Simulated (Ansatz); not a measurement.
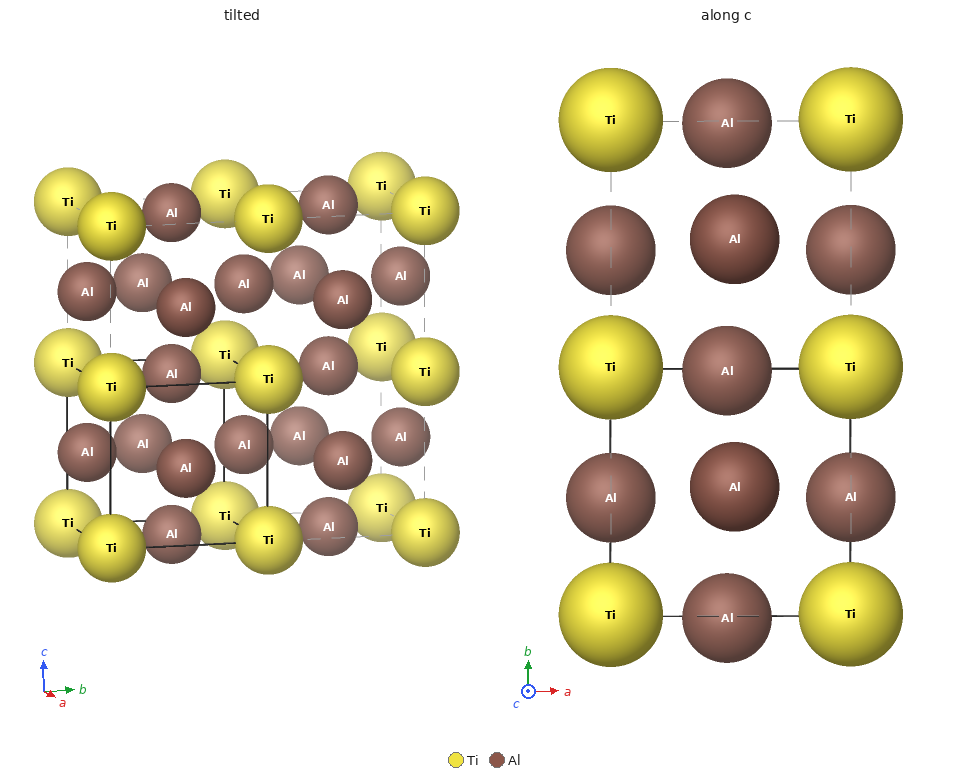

This spheres-only model is shown slightly off an axis and along the c axis. Shown are 1×2×2 repeats of the simulation cell, one of them outlined in solid lines.

The run was set up as follows:
```yaml
crystal:
  lattice:
    - [3.8173809831, 0.0043116817, -0.0043116817]
    - [0.0043116817, 3.9360511206, 0.006882868]
    - [-0.0043116817, 0.006882868, 3.9360511206]
  atoms:
    - { symbol: Ti, position: [0.0, 0.0061212473, 0.0061212473] }
    - { symbol: Al, position: [0.5158486005, 0.522405492, -0.0079138963] }
    - { symbol: Al, position: [0.4841513995, -0.0079138963, 0.522405492] }
    - { symbol: Al, position: [0.0, 0.479387157, 0.479387157] }
basis:
  ecutwfc: 420
kpoints:
  mp_grid: { grid: [10, 10, 10] }
hamiltonian:
  xc: pbe
scf:
  occupations: { method: gaussian, width: 0.1 }
output:
  forces: true
  stress: true
  eigenvalues: true
  populations: true
```
Run as:
```sh
ansatz run input.yaml --threads 1 --pin off --max-ram 1331MiB --backend cpu --events-out ev --progress --plain --runs-dir out
```

Level of theory: DFT PBE, scalar-relativistic, plane waves, PAW (Ansatz 0.2.0). Settings were plane-wave cutoff 420 eV, a 10×10×10 grid in reciprocal space, Gaussian smearing of 0.1 eV, no spin polarisation.

Is the electronic structure metallic or gapped?

Answer. A metal: bands cross the Fermi level.

What is the pressure at this volume?

Answer. The computed pressure is 8.8 GPa (compressed: it would expand). The stress isn't hydrostatic: its largest component is 11.1 GPa.

The model was built from a structure listed in the Materials Project. The cell was then strained or its atoms displaced on purpose. Ansatz was used for an electronic-structure calculation on it.

At this level of theory the cell isn't at rest (compressed, at 9 GPa and forces up to 0.8 eV/Å), so its distances can differ from those at equilibrium, the more so the softer the solid.
